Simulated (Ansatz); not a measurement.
**Geometry relaxation, with input and output: TiSi₂ (part 2 of 2)**

Continued. System: TiSi₂ (slab, 12 atoms in the cell). Method: DFT PBEsol, scalar-relativistic, plane waves, PAW, no spin polarisation (Ansatz 0.2.0); cutoff 420 eV, 8×8×1 k-mesh, Gaussian smearing of 0.1 eV. The structure derives from a Materials Project entry. The input holds or restrains some coordinates. It belongs to a series of runs on one base structure; here: clean slab, lower half held.

Geometry of the input (Å; fractional positions):
```
3.5170  0.0000  0.0000
0.0000  3.5556  0.0000
0.0000  0.0000  28.3829
Si 0.0000  0.2500  0.2995
Si 0.5000  0.7500  0.2997
Ti 0.5000  0.2500  0.3690
Si 0.0000  0.7500  0.3890
Si 0.0000  0.2500  0.4454
Ti 0.5000  0.7500  0.4654
Si 0.5000  0.2500  0.5346
Si 0.0000  0.7500  0.5349
Ti 0.0000  0.2500  0.6041
Si 0.5000  0.7500  0.6241
Si 0.5000  0.2500  0.6805
Ti 0.0000  0.7500  0.7005
```

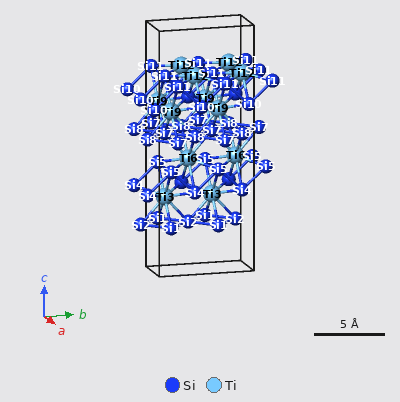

*The geometry at step 2 of the log (ball-and-stick view of the 1 × 2 repeat of the cell, with the vacuum cut short, seen slightly off an axis; bonded neighbours outside the cell are drawn too; atoms are numbered from 1 in the order of the input).*

Log, continued:
```
SCF iter   1: F=—  HF=-14872.194459 eV  |F-HF|=—  |Δ(HF+E_count)|=         —  Δρ=3.36e-3  dr2=6.12e-1  ethr=6.32e-4  p=0.111 e·Å  D=5.64e-2 V/Å  ΔV_dip=-1.60 eV  dr2_dipole=3.87e-1  V_vac-E_F(+/−)=3.63/5.23 eV  ⟨swp⟩=1.6  Hψ=3915  notcnv=0  defer=87
efield: sawtooth ramp at fractional position 0.9800 (handed on by an earlier solve), width 0.0400; the density the first Hamiltonian is built on has a dipole p = 0.111 e·Å; the dipole correction subtracts the counter field D = 5.64e-2 V/Å, which shifts the + side's vacuum level by -1.60 eV against the − side's; the planar-averaged density in the ramp window peaks in size at 3.6e-6 e/Å³
eigensolver tolerance schedule calibrated: the retry pair's looser diagonalisation under-reported the residual by θ = 0.17 (0.25/decade); ethr = c·dr2/N_el runs at the constant in force after the calibration composes with the one it found (an armed cap, an earlier calibration), c = 1.6e-2
preconditioner: auto → LDOS  [metal: Δε(μ)=0.010 eV  Ē_g=6.016 eV  σ=0.100 eV  W_gap=0.05  n_scr=62 (ndim 8)  ℏωp=13.7 eV  f_vac=0.464  D(μ)=9.15/eV (n_scr^D=62)  β→1.0]
SCF iter   2: F=—  HF=-14872.178307 eV  |F-HF|=—  |Δ(HF+E_count)|=   1.62e-2  Δρ=1.59e-3  dr2=7.24e-2  ethr=1.21e-4  p=0.102 e·Å  D=5.22e-2 V/Å  ΔV_dip=-1.48 eV  dr2_dipole=2.53e-2  V_vac-E_F(+/−)=3.73/5.21 eV  ⟨swp⟩=2.9  Hψ=2098  notcnv=0  defer=87
SCF iter   3: F=—  HF=-14872.177449 eV  |F-HF|=—  |Δ(HF+E_count)|=   8.58e-4  Δρ=9.10e-4  dr2=8.63e-3  ethr=1.44e-5  p=0.102 e·Å  D=5.21e-2 V/Å  ΔV_dip=-1.48 eV  dr2_dipole=7.87e-4  V_vac-E_F(+/−)=3.72/5.20 eV  ⟨swp⟩=2.5  Hψ=2320  notcnv=0  defer=87
SCF iter   4: F=—  HF=-14872.175732 eV  |F-HF|=—  |Δ(HF+E_count)|=   1.72e-3  Δρ=1.67e-4  dr2=3.75e-4  ethr=1.71e-6  p=0.101 e·Å  D=5.15e-2 V/Å  ΔV_dip=-1.46 eV  dr2_dipole=2.33e-6  V_vac-E_F(+/−)=3.73/5.20 eV  ⟨swp⟩=3.0  Hψ=2662  notcnv=0  defer=87
SCF iter   5: F=—  HF=-14872.175742 eV  |F-HF|=—  |Δ(HF+E_count)|=   1.03e-5  Δρ=7.90e-5  dr2=1.13e-4  ethr=7.43e-8  p=0.101 e·Å  D=5.14e-2 V/Å  ΔV_dip=-1.46 eV  dr2_dipole=9.41e-7  V_vac-E_F(+/−)=3.74/5.20 eV  ⟨swp⟩=2.5  Hψ=2294  notcnv=0  defer=87
SCF iter   6: F=-14872.175738 eV  HF=-14872.175747 eV  |F-HF|=9.51e-6  |Δ(HF+E_count)|=   5.12e-6  Δρ=2.29e-5  dr2=1.02e-5  ethr=5.97e-9  p=0.101 e·Å  D=5.13e-2 V/Å  ΔV_dip=-1.46 eV  dr2_dipole=1.46e-6  V_vac-E_F(+/−)=3.74/5.20 eV  ⟨swp⟩=26.0  Hψ=14823  notcnv=0
SCF 4 converged in 6 iterations: F = -14872.175738 eV  dr2 = 1.02e-5
relax step   4: F+E_penalty+E_count = -14872.17573786 eV  Δ(F+E_penalty+E_count) = -1.847e-2 eV  max|allowed force component| = 5.312e-2 eV/Å  Δτ_max = 0.1133 Å  (6 SCF iters, dr2 threshold 3.01e-5 eV, accepted)
SCF iter   1: F=—  HF=-14872.176341 eV  |F-HF|=—  |Δ(HF+E_count)|=         —  Δρ=5.38e-4  dr2=5.35e-3  ethr=2.15e-4  p=0.101 e·Å  D=5.13e-2 V/Å  ΔV_dip=-1.46 eV  dr2_dipole=1.86e-3  V_vac-E_F(+/−)=3.74/5.19 eV  ⟨swp⟩=2.0  Hψ=1879  notcnv=0  defer=33
efield: sawtooth ramp at fractional position 0.9800 (handed on by an earlier solve), width 0.0400; the density the first Hamiltonian is built on has a dipole p = 0.101 e·Å; the dipole correction subtracts the counter field D = 5.13e-2 V/Å, which shifts the + side's vacuum level by -1.46 eV against the − side's; the planar-averaged density in the ramp window peaks in size at 3.3e-6 e/Å³
preconditioner: auto → LDOS  [metal: Δε(μ)=0.013 eV  Ē_g=6.035 eV  σ=0.100 eV  W_gap=0.07  n_scr=62 (ndim 8)  ℏωp=13.7 eV  f_vac=0.465  D(μ)=8.93/eV (n_scr^D=62)  β→1.0]
SCF iter   2: F=—  HF=-14872.176023 eV  |F-HF|=—  |Δ(HF+E_count)|=   3.18e-4  Δρ=2.76e-4  dr2=1.09e-3  ethr=6.69e-6  p=0.102 e·Å  D=5.18e-2 V/Å  ΔV_dip=-1.47 eV  dr2_dipole=7.98e-5  V_vac-E_F(+/−)=3.73/5.20 eV  ⟨swp⟩=2.2  Hψ=1967  notcnv=0  defer=30
SCF iter   3: F=—  HF=-14872.175988 eV  |F-HF|=—  |Δ(HF+E_count)|=   3.52e-5  Δρ=1.51e-4  dr2=2.51e-4  ethr=1.37e-6  p=0.101 e·Å  D=5.16e-2 V/Å  ΔV_dip=-1.47 eV  dr2_dipole=1.34e-5  V_vac-E_F(+/−)=3.73/5.20 eV  ⟨swp⟩=3.0  Hψ=2257  notcnv=0  defer=30
SCF iter   4: F=—  HF=-14872.175945 eV  |F-HF|=—  |Δ(HF+E_count)|=   4.26e-5  Δρ=3.49e-5  dr2=2.37e-5  ethr=3.14e-7  p=0.101 e·Å  D=5.17e-2 V/Å  ΔV_dip=-1.47 eV  dr2_dipole=2.29e-6  V_vac-E_F(+/−)=3.73/5.20 eV  ⟨swp⟩=2.6  Hψ=2197  notcnv=0  defer=30
SCF iter   5: F=—  HF=-14872.176314 eV  |F-HF|=—  |Δ(HF+E_count)|=   3.69e-4  Δρ=1.46e-5  dr2=4.13e-6  ethr=2.96e-8  p=0.101 e·Å  D=5.17e-2 V/Å  ΔV_dip=-1.47 eV  dr2_dipole=5.52e-7  V_vac-E_F(+/−)=3.73/5.20 eV  ⟨swp⟩=2.1  Hψ=1756  notcnv=0  defer=30
SCF iter   6: F=—  HF=-14872.176314 eV  |F-HF|=—  |Δ(HF+E_count)|=   2.59e-7  Δρ=4.50e-6  dr2=4.23e-7  ethr=5.17e-9  p=0.101 e·Å  D=5.17e-2 V/Å  ΔV_dip=-1.47 eV  dr2_dipole=8.05e-8  V_vac-E_F(+/−)=3.73/5.20 eV  ⟨swp⟩=2.1  Hψ=1547  notcnv=0  defer=30
SCF iter   7: F=-14872.176314 eV  HF=-14872.176314 eV  |F-HF|=2.78e-8  |Δ(HF+E_count)|=   7.83e-8  Δρ=1.72e-6  dr2=6.15e-8  ethr=1.25e-10  p=0.101 e·Å  D=5.17e-2 V/Å  ΔV_dip=-1.47 eV  dr2_dipole=2.24e-9  V_vac-E_F(+/−)=3.73/5.20 eV  ⟨swp⟩=20.8  Hψ=11542  notcnv=0
SCF 5 converged in 7 iterations: F = -14872.176314 eV  dr2 = 6.15e-8
relax step   5: F+E_penalty+E_count = -14872.17631421 eV  Δ(F+E_penalty+E_count) = -5.763e-4 eV  max|allowed force component| = 1.727e-2 eV/Å  Δτ_max = 0.0149 Å  (7 SCF iters, accepted)
WARN: The input density's exchange-correlation potential varies sharply where the density is thin. Do not read a vacuum level from v_tot or v_xc, or from such a field of the output density. On a cell that repeats whose density bears no net charge and no dipole along the vacuum's axis use v_es (v_loc + v_h of the components); under efield.dipole_correction with no amplitude use v_es + v_field, which holds any external_charges[].barrier, or the levels of the report's work_function block, which leave it out; under a non-zero efield.amplitude the vacuum is tilted and has no level; on a cell that repeats and bears such a dipole with no correction it is tilted too, and efield.dipole_correction with no amplitude gives each side of its ramp a level where efield: is served; in a cell that repeats whose density bears a net charge (total_charge, or a fill off its count) it is curved and has none; of a slab under crystal.periodic whose density bears no net charge use v_es, which has a level on each side, short of where the two are joined; of another it falls or rises all the way out and has none; of a slab beside external_charges read slab_vacuum_level instead, which it has where they leave it neutral. The grid or the basis barely resolves most such structure, and the values can differ between equally converged runs; as a rule a tighter scf.convergence.dr2_threshold does not remove it. Where the density itself ripples (under the LDA too) a higher basis.ecutwfc lessens it. The files hold the spikes' plane waves up to the density's cutoff. Files: v_tot and the like, and their columns of v_z.tsv (output.write_potential); v_xc and the like, and their columns of v_comp_z.tsv (output.write_potential_components); where files of the output density stand in their place, no point of their own thin density is over the threshold below, and this is of outcome.potential() and, of a run that writes arrays (npy), the arrays of these names. Measured: with its Gaussian average of σ = 0.25 Å subtracted twice, the exchange-correlation potential is over 0.1 eV at 33 of the grid points where the equally averaged density (valence and model cores) is under 1e-3 e/Å³, and 0.130 eV at the most among them, at an averaged density of 1.5e-7 e/Å³. See output.write_potential in the manual, Limitations
SCF converged after 7 iterations
Free energy (F): -14872.176314 eV
Harris-Foulkes:  -14872.176314 eV  (|F-HF|=2.78e-8)
Internal energy: -14872.131750 eV  (E = F + TS)
E sigma→0 (E₀):  -14872.154032 eV
Entropy (-TS):   -0.044564 eV (-3.714 meV/atom)
Fermi energy:    3.729187 eV
Dipole field:    D = 0.051755 V/Å  (p = 0.101518 e·Å, saw-weighted, corrected)
Work function:   Φ+ = 3.7281 eV   Φ− = 5.1971 eV
Levels:          The Fermi level and band energies are counted from a zero that moves with the ramp; work functions are not
--- Per-component energies (eV) ---
  E_band       = -1151.186007
  E_kinetic    = 1435.216571
  E_local      = -67513.701678  (includes V_loc(G=0)·N_el)
  E_nonlocal   = 244.755485
  E_hartree    = 33132.657462
  E_xc         = -836.881977
  E_vxc        = -877.208468  (∫ρ·V_xc dr)
  E_paw        = -8082.632843  (= ΣΔE_a)
  E_vpaw       = -704.226600  (= ΣTr[D̂ρ^β])
  E_aug_tail   = 0.000531  (compensation charges beyond the density's cutoff)
  E_efield     = 0.002627  (sawtooth field / dipole correction)
  E_vefield    = -1.321090  (∫n·V_field dr)
  E_ewald      = 26747.642050
  E_core_change = 0.810023  (= ΣΔE_core)
  E_smearing   = -0.044564  (= −TS)
  E_closure    = 0.000000  (closes the sum)
  Σ components = -14872.176314   (vs F -14872.176314, Δ=0.00e0)
--- Forces (eV/Å), atoms counted from 1 ---
  atom   1  Si     0.00000000    -0.00000000    -0.40399614
  atom   2  Si     0.00000000    -0.00000000    -0.24634241
  atom   3  Ti    -0.00000000     0.00000000     0.91418276
  atom   4  Si     0.00000000    -0.00000000    -0.45609591
  atom   5  Si    -0.00000000    -0.00000000     0.10285473
  atom   6  Ti    -0.00000000    -0.00000000     0.11620013
  atom   7  Si     0.00000000    -0.00000000    -0.00025304
  atom   8  Si     0.00000000    -0.00000000    -0.00304218
  atom   9  Ti     0.00000000     0.00000000    -0.01520627
  atom  10  Si    -0.00000000    -0.00000000     0.00326165
  atom  11  Si    -0.00000000    -0.00000000     0.00574302
  atom  12  Ti     0.00000000     0.00000000    -0.01726898
  max |Σ_I F_I| component: 3.73e-5 eV/Å
--- Band table (eV; the first three rows and the last of 25) ---
  k-point 0: bands = ["-52.6813", "-52.6377", "-52.5765", "-52.5758", "-29.2563", "-29.0891", "-29.0637", "-29.0609", "-29.0563", "-29.0081", "-29.0066", "-28.9939", "-28.9860", "-28.9767", "-28.9573", "-28.9395", "-8.9722", "-8.3145", "-7.3949", "-6.9147", "-4.1129", "-3.0694", "-0.7041", "0.6068", "0.8108", "0.8509", "1.0297", "1.0684", "1.3786", "1.6093", "1.6775", "1.7082", "2.0376", "2.0819", "2.0870", "2.2260", "2.3177", "2.7798", "3.7393", "4.3051", "4.3367", "4.6988", "4.7632", "4.7902", "4.8386", "4.9217", "5.1460", "5.3718", "5.5862", "5.8921", "5.9576", "6.1374"]
  k-point 1: bands = ["-52.6806", "-52.6371", "-52.5760", "-52.5753", "-29.2555", "-29.0885", "-29.0732", "-29.0695", "-29.0553", "-29.0213", "-29.0055", "-28.9932", "-28.9911", "-28.9805", "-28.9537", "-28.9389", "-8.7878", "-8.1334", "-7.2167", "-6.7494", "-3.9540", "-2.9473", "-0.9326", "-0.6793", "-0.1636", "0.1975", "0.6106", "1.0616", "1.1496", "1.5451", "1.7863", "1.8617", "2.0577", "2.1473", "2.2523", "2.5170", "2.8024", "3.1918", "3.7507", "3.9157", "3.9584", "4.5529", "4.6821", "4.8789", "5.0523", "5.1001", "5.2169", "5.3736", "5.7020", "5.8800", "6.1328", "6.3872"]
  k-point 2: bands = ["-52.6789", "-52.6355", "-52.5749", "-52.5741", "-29.2546", "-29.1049", "-29.0883", "-29.0785", "-29.0528", "-29.0504", "-29.0072", "-29.0027", "-28.9914", "-28.9852", "-28.9488", "-28.9375", "-8.2419", "-7.5965", "-6.6908", "-6.2578", "-3.6734", "-2.8874", "-2.5486", "-1.9479", "-1.3867", "-0.9992", "0.1276", "1.0397", "1.4572", "1.5113", "1.7991", "1.8018", "2.1030", "2.1707", "2.2910", "2.5071", "3.0049", "3.3425", "3.3802", "3.9314", "4.2444", "4.4036", "4.7777", "4.8514", "4.9010", "5.0233", "5.2052", "5.2702", "5.6832", "5.9270", "6.1191", "6.5212"]
  k-point 24: bands = ["-52.6724", "-52.6288", "-52.5691", "-52.5680", "-29.2470", "-29.1265", "-29.1228", "-29.0937", "-29.0828", "-29.0731", "-29.0721", "-29.0625", "-29.0052", "-29.0034", "-28.9912", "-28.9383", "-4.8230", "-4.7593", "-4.3290", "-4.1095", "-3.6593", "-3.6433", "-2.9134", "-2.9014", "-2.3745", "-2.2429", "-1.7829", "-1.7230", "0.0645", "0.1104", "0.1178", "0.4276", "0.8108", "0.9172", "0.9421", "0.9907", "1.6474", "1.6508", "3.1301", "3.1733", "3.4462", "3.5918", "5.3770", "5.6939", "5.7380", "5.7914", "5.7978", "5.8549", "5.9471", "5.9511", "6.6635", "6.7189"]
--- Relaxed structure (5 steps of the walk, 5 accepted, 0 SCFs on fresh bases) ---
  F+E_penalty+E_count = -14872.17631421 eV   max|allowed force component| = 1.727e-2 eV/Å
  atoms:
    - { symbol: Si, position: [0.0, 0.25, 0.2994761875] }
    - { symbol: Si, position: [0.49999999999999994, 0.75, 0.2997397362] }
    - { symbol: Ti, position: [0.49999999999999994, 0.25, 0.3689841548000001] }
    - { symbol: Si, position: [0.0, 0.75, 0.3889698836] }
    - { symbol: Si, position: [0.0, 0.25, 0.4453920619000001] }
    - { symbol: Ti, position: [0.49999999999999994, 0.75, 0.4653777907] }
    - { symbol: Si, position: [0.49999999999999994, 0.25, 0.5350884247572402] }
    - { symbol: Si, position: [-3.207117235781208e-19, 0.75, 0.5356016647638832] }
    - { symbol: Ti, position: [-1.1310211197593452e-19, 0.25, 0.6043826480908132] }
    - { symbol: Si, position: [0.49999999999999994, 0.75, 0.6281471314083265] }
    - { symbol: Si, position: [0.49999999999999994, 0.25, 0.6903720821285245] }
    - { symbol: Ti, position: [2.2197824779618294e-18, 0.75, 0.6955687167754285] }
```

Trajectory as extended XYZ (Å, eV, eV/Å), 5 frames, from step=1 to step=5:
```
12
Lattice="3.5170 0.0000 0.0000 0.0000 3.5556 0.0000 0.0000 0.0000 28.3829" Properties=species:S:1:pos:R:3:forces:R:3 step=1 energy=-14871.96540
Si    0.0000    0.8889    8.5000    0.0000   0.0000  -0.4151
Si    1.7585    2.6667    8.5075    0.0000   0.0000  -0.2421
Ti    1.7585    0.8889   10.4728    0.0000   0.0000   0.9516
Si    0.0000    2.6667   11.0401    0.0000   0.0000  -0.4863
Si    0.0000    0.8889   12.6415    0.0000   0.0000   0.0225
Ti    1.7585    2.6667   13.2088    0.0000   0.0000   0.1567
Si    1.7585    0.8889   15.1741    0.0000   0.0000  -0.0516
Si    0.0000    2.6667   15.1816    0.0000   0.0000   0.0595
Ti    0.0000    0.8889   17.1470    0.0000   0.0000  -0.1468
Si    1.7585    2.6667   17.7142    0.0000   0.0000   0.4272
Si    1.7585    0.8889   19.3156    0.0000   0.0000   0.8973
Ti    0.0000    2.6667   19.8829    0.0000   0.0000  -1.1728
12
Lattice="3.5170 0.0000 0.0000 0.0000 3.5556 0.0000 0.0000 0.0000 28.3829" Properties=species:S:1:pos:R:3:forces:R:3 step=2 energy=-14872.11897
Si    0.0000    0.8889    8.5000    0.0000   0.0000  -0.4067
Si    1.7585    2.6667    8.5075    0.0000   0.0000  -0.2506
Ti    1.7585    0.8889   10.4728    0.0000   0.0000   0.9445
Si    0.0000    2.6667   11.0401    0.0000   0.0000  -0.4656
Si    0.0000    0.8889   12.6415    0.0000   0.0000   0.0622
Ti    1.7585    2.6667   13.2088    0.0000   0.0000   0.1328
Si    1.7585    0.8889   15.1760    0.0000   0.0000  -0.0099
Si    0.0000    2.6667   15.1923    0.0000   0.0000   0.0163
Ti    0.0000    0.8889   17.1563    0.0000   0.0000  -0.4429
Si    1.7585    2.6667   17.7631    0.0000   0.0000  -0.2258
Si    1.7585    0.8889   19.3791    0.0000   0.0000   0.5929
Ti    0.0000    2.6667   19.6908    0.0000   0.0000   0.0537
12
Lattice="3.5170 0.0000 0.0000 0.0000 3.5556 0.0000 0.0000 0.0000 28.3829" Properties=species:S:1:pos:R:3:forces:R:3 step=3 energy=-14872.15727
Si    0.0000    0.8889    8.5000    0.0000   0.0000  -0.4061
Si    1.7585    2.6667    8.5075    0.0000   0.0000  -0.2448
Ti    1.7585    0.8889   10.4728    0.0000   0.0000   0.9176
Si    0.0000    2.6667   11.0401    0.0000   0.0000  -0.4606
Si    0.0000    0.8889   12.6415    0.0000   0.0000   0.0808
Ti    1.7585    2.6667   13.2088    0.0000   0.0000   0.0157
Si    1.7585    0.8889   15.1696    0.0000   0.0000   0.0790
Si    0.0000    2.6667   15.1895    0.0000   0.0000   0.0573
Ti    0.0000    0.8889   17.1412    0.0000   0.0000  -0.0207
Si    1.7585    2.6667   17.8340    0.0000   0.0000  -0.3287
Si    1.7585    0.8889   19.4964    0.0000   0.0000   0.3432
Ti    0.0000    2.6667   19.7440    0.0000   0.0000  -0.0330
12
Lattice="3.5170 0.0000 0.0000 0.0000 3.5556 0.0000 0.0000 0.0000 28.3829" Properties=species:S:1:pos:R:3:forces:R:3 step=4 energy=-14872.17574
Si    0.0000    0.8889    8.5000    0.0000   0.0000  -0.4039
Si    1.7585    2.6667    8.5075    0.0000   0.0000  -0.2449
Ti    1.7585    0.8889   10.4728    0.0000   0.0000   0.9080
Si    0.0000    2.6667   11.0401    0.0000   0.0000  -0.4563
Si    0.0000    0.8889   12.6415    0.0000   0.0000   0.1018
Ti    1.7585    2.6667   13.2088    0.0000   0.0000   0.0691
Si    1.7585    0.8889   15.1843    0.0000   0.0000   0.0109
Si    0.0000    2.6667   15.1963    0.0000   0.0000   0.0278
Ti    0.0000    0.8889   17.1475    0.0000   0.0000   0.0531
Si    1.7585    2.6667   17.8342    0.0000   0.0000   0.0027
Si    1.7585    0.8889   19.6097    0.0000   0.0000  -0.0348
Ti    0.0000    2.6667   19.7479    0.0000   0.0000  -0.0318
12
Lattice="3.5170 0.0000 0.0000 0.0000 3.5556 0.0000 0.0000 0.0000 28.3829" Properties=species:S:1:pos:R:3:forces:R:3 step=5 energy=-14872.17631
Si    0.0000    0.8889    8.5000    0.0000   0.0000  -0.4040
Si    1.7585    2.6667    8.5075    0.0000   0.0000  -0.2463
Ti    1.7585    0.8889   10.4728    0.0000   0.0000   0.9142
Si    0.0000    2.6667   11.0401    0.0000   0.0000  -0.4561
Si    0.0000    0.8889   12.6415    0.0000   0.0000   0.1029
Ti    1.7585    2.6667   13.2088    0.0000   0.0000   0.1162
Si    1.7585    0.8889   15.1874    0.0000   0.0000  -0.0003
Si    0.0000    2.6667   15.2019    0.0000   0.0000  -0.0030
Ti    0.0000    0.8889   17.1541    0.0000   0.0000  -0.0152
Si    1.7585    2.6667   17.8286    0.0000   0.0000   0.0033
Si    1.7585    0.8889   19.5948    0.0000   0.0000   0.0057
Ti    0.0000    2.6667   19.7423    0.0000   0.0000  -0.0173
```

Results in brief:

| quantity | value |
| --- | --- |
| outcome | converged under the restraints of the input |
| electrons treated | 80 |
| free energy | −14872.1763 eV |
| work function, top face | 3.73 eV |
| work function, bottom face | 5.20 eV |
| Fermi energy | 3.729 eV |
| gap on the k-point mesh | none (metallic) |
| final volume | 354.94 Å³ |
| work function (upper face) | 3.73 eV |
| largest force (length of the vector) at the end, held atoms and coordinates included | 0.914 eV/Å |
| hardware | 1 thread of AMD EPYC (Zen 3), 32 GiB of memory available, shared host |
| wall time | 4.8 min |
| peak memory | 0.74 GiB |

The program warns: the exchange-correlation potential is rough where the density is thin.
